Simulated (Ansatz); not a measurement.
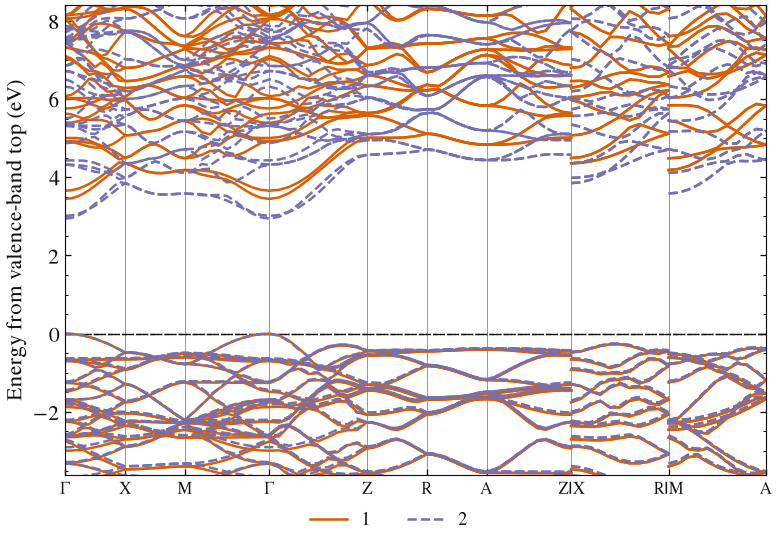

Band structures of MgS, space group P4_2/mbc (No. 135), 16 atoms in the cell, by two methods on the same cell. Each is counted from its own valence-band top.

Which curve is which? The methods: PBE, r2SCAN.

1 is r2SCAN; 2 is PBE. r2SCAN gives a gap of 3.45 eV along the path and PBE gives a gap of 2.94 eV along the path.

Settings. r2SCAN: DFT r2SCAN, scalar-relativistic, plane waves, PAW, no spin polarisation, 4×4×4 k mesh, 500 eV cutoff (Ansatz). PBE: DFT PBE, scalar-relativistic, plane waves, PAW, no spin polarisation, 4×4×4 k mesh, 420 eV cutoff (Ansatz).

The structure is an invented one, so it need not be a known or stable phase.
